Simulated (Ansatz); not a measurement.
Ge

Input file:

```
crystal:
  lattice:
    - [-3.9969482473, 0.0, 0.0]
    - [0.0, 0.0, -6.5963325278]
    - [0.0, -6.9229174395, 0.0]
  atoms:
    - { symbol: Ge, position: [0.0825629905, 0.9370884642, 0.3690841569] }
    - { symbol: Ge, position: [0.5825629905, 0.9370884642, 0.8690841569] }
    - { symbol: Ge, position: [0.4174370095, 0.4370884642, 0.1309158431] }
    - { symbol: Ge, position: [0.9174370095, 0.4370884642, 0.6309158431] }
    - { symbol: Ge, position: [-0.0825629905, 0.5629115358, 0.2975825097] }
    - { symbol: Ge, position: [0.4174370095, 0.5629115358, 0.7975825097] }
    - { symbol: Ge, position: [0.5825629905, 0.0629115358, 0.2024174903] }
    - { symbol: Ge, position: [1.0825629905, 0.0629115358, 0.7024174903] }
basis:
  ecutwfc: 420
kpoints:
  mp_grid: { grid: [10, 6, 6] }
hamiltonian:
  xc: pbesol
  pseudopotentials: { kind: paw, azcp: { folder: soft_1 } }
scf:
  occupations: { method: gaussian, width: 0.15 }
output:
  forces: true
  stress: true
  eigenvalues: true
  write_density: true
  write_potential: true
  elf: true
  volumetric_format: npy
```

Command:

```sh
ansatz run input.yaml --threads 4 --pin off --max-ram 8192MiB --backend cpu --events-out ev --progress --plain --runs-dir out
```

Space group P2₁; a point of a scan over the structure, not its minimum; a structure from a database of computed crystals, not necessarily the ambient phase; not relaxed (largest force 0.7 eV/Å); PAW files of the earlier set (soft_1).

Computed with DFT PBEsol, scalar-relativistic, plane waves, PAW in Ansatz.

### Predict the valence pseudo-density and electron localisation function between the atoms.

Ge–Ge (2.45 Å): the density is about 0.5 e/Å³ at the midpoint; the ELF peaks at about 0.75 between the atoms.

### Does the calculation make it a metal, or give it a gap?

It is gapless in this calculation (a metal or semimetal).

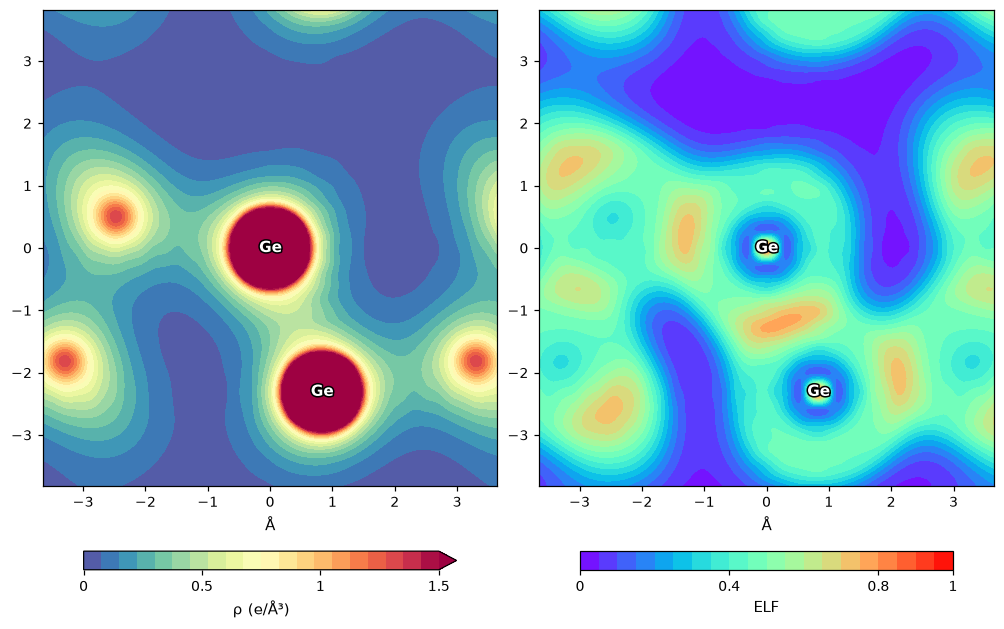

Computed valence pseudo-density and electron localisation function on the (100) plane of the calculation cell, in this order. Atoms just off the plane (Ge, 0.7 Å away) can leave unmarked features too.

In a PAW calculation such maps are meaningful between the atoms, not at the nuclei.
